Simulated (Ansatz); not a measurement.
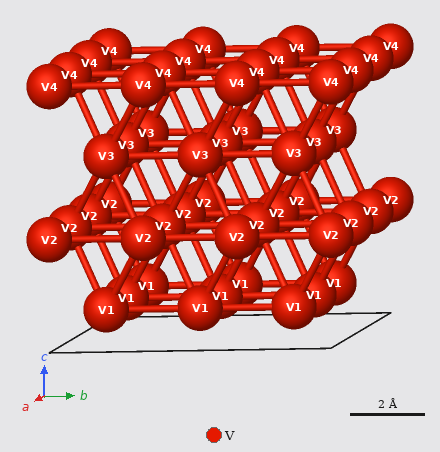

Starting structure of a slab of composition V (cut from the Im-3m phase). A ball-and-stick model of the 3 × 3 repeat of the cell, outlined in the plane, without the vacuum, seen slightly off an axis.

Case: clean slab, lower half held. The slab is the (1 1 0) face of V. 2 atoms are held fixed.

Level of theory: Ansatz, DFT PBEsol, scalar-relativistic, plane waves, PAW.

Input
```yaml
crystal:
  lattice:
    - [2.5624431093, 0.0, 0.0]
    - [-0.8541477031, 2.415894532, 0.0]
    - [0.0, 0.0, 23.2766781127]
  atoms:
    - { symbol: V, position: [0.5, 0.5, 0.3651723824] }
    - { symbol: V, position: [0.0, 0.0, 0.4550574608] }
    - { symbol: V, position: [0.5, 0.5, 0.5449425392] }
    - { symbol: V, position: [0.0, 0.0, 0.6348276176] }
basis:
  ecutwfc: 420
kpoints:
  mp_grid: { grid: [12, 12, 1] }
hamiltonian:
  xc: pbesol
scf:
  occupations: { method: gaussian, width: 0.1 }
output:
  forces: true
  eigenvalues: true
relax:
  adjacent_minimum: "off"
  f_tol: 0.03
  max_steps: 70
  constraints: [{ sites: [0, 1] }]
efield:
  axis: 3
  dipole_correction: true
```

### Where does the constrained relaxation end?

After 3 geometry steps the energy has fallen by 30.0 meV per cell of the calculation. The largest force component goes from 0.44 to 0.00026 eV/Å. The largest move is that of V4, 0.14 Å along the normal (−c). The lattice vectors keep their values. Near-neighbour distances that change, for instance: V3–V4 2.562 → 2.467 Å, V3–V4 (another image) 2.959 → 2.877 Å, V2–V3 2.562 → 2.546 Å, V2–V3 (another image) 2.959 → 2.945 Å. Among the angles between lasting bonds that change: V3–V4–V3 70.5° → 73.7°.

The end point in the same view:

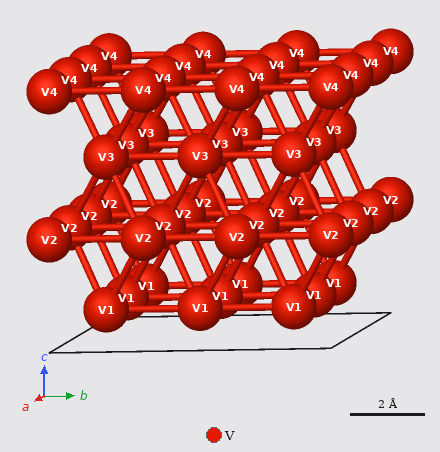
